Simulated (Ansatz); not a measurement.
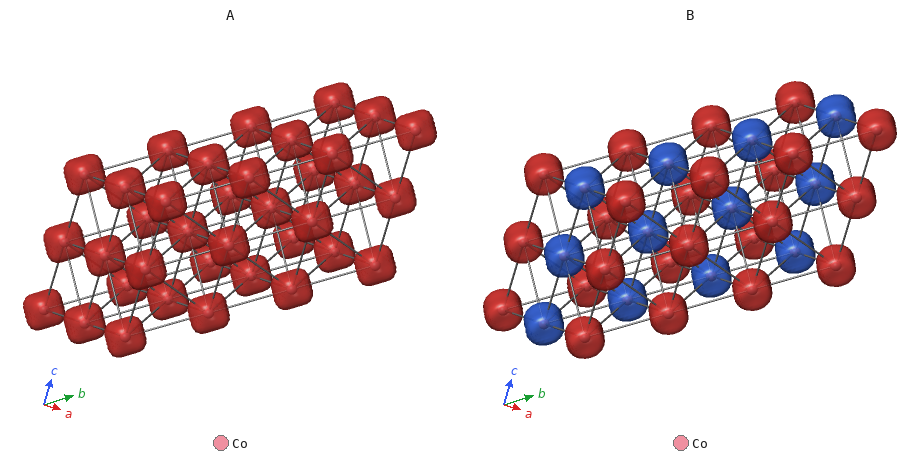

Figure. Co. Spin density of two self-consistent states of the same cell, at +0.6 (red) and −0.6 e/Å³ (blue).

Space group Fm-3m; computed pressure about −11 GPa in this cell; spin-polarised.

These are results of DFT, HSE06, PAW, plane waves, scalar-relativistic in Ansatz, not measurements.

Core electrons are frozen (PAW), and the valence fields are smoothed inside the atomic spheres.

Describe the two states. Which lies lower in energy?

Answer. State A: parallel main moments (a ferromagnetic arrangement) in this solution; Co: +2.2 μB (×2) in one cell of 2 atoms. State B: antiferromagnetic in this solution, which needn't be the ground state, with some nearest magnetic neighbours parallel and some opposed; Co: +2.2 μB and −2.3 μB in one cell of 2 atoms. State A lies lower by 211 meV per atom.
